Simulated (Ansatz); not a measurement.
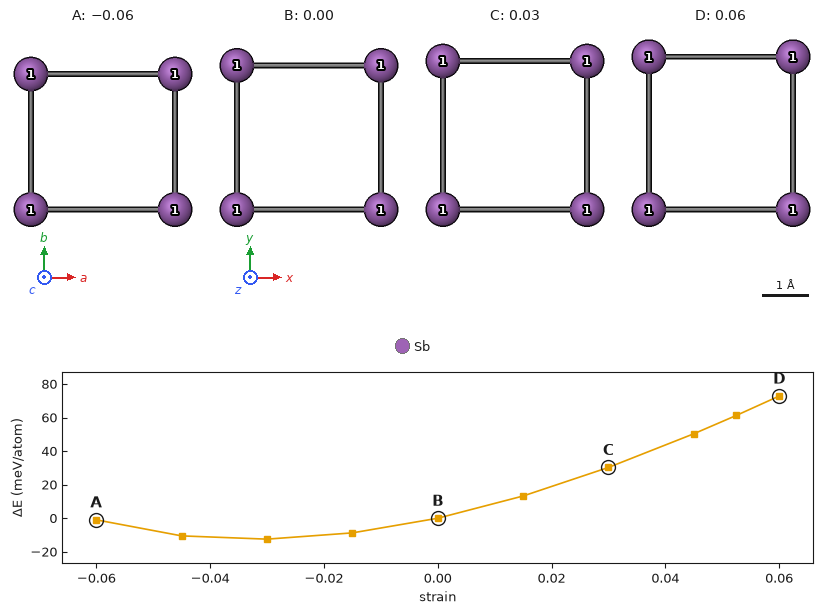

Energy scan for solid Sb (Pm-3m), in which the cell is strained along y alone, with the atoms kept at their fractional coordinates. x, y and z are the Cartesian axes of the input. The lettered frames are marked on the plot. The picture is a ball-and-stick view of the cell of the calculation, seen along the c axis.

Method: DFT r2SCAN, scalar-relativistic, plane waves, PAW in Ansatz. Set-up: plane-wave cutoff 500 eV; k-point mesh 16 × 16 × 16; occupations gaussian; smearing width 0.15 eV; no spin polarisation. Energies (free energies at the smearing named) are counted from the cell as listed in its source, which wasn't relaxed.

Read off the main features of the energy profile.

Answer. Of the computed points the lowest is at the strain −0.03, −12.5 meV/atom. The end points stand at −1.0 meV/atom (−0.06) and 72.8 meV/atom (0.06). The unrelaxed reference is under a pressure of −3.8 GPa, which tilts the curve. The distortion takes the space group from Pm-3m to P4/mmm. At the strain −0.06 the cell of the drawing goes b 3.160 → 2.970 Å.

The computed points:

| strain | ΔE (meV/atom) |
| --- | --- |
| −0.0600 | −1.0 |
| −0.0450 | −10.5 |
| −0.0300 | −12.5 |
| −0.0150 | −8.7 |
| 0.0000 | 0.0 |
| 0.0150 | 13.2 |
| 0.0300 | 30.3 |
| 0.0450 | 50.3 |
| 0.0525 | 61.3 |
| 0.0600 | 72.8 |
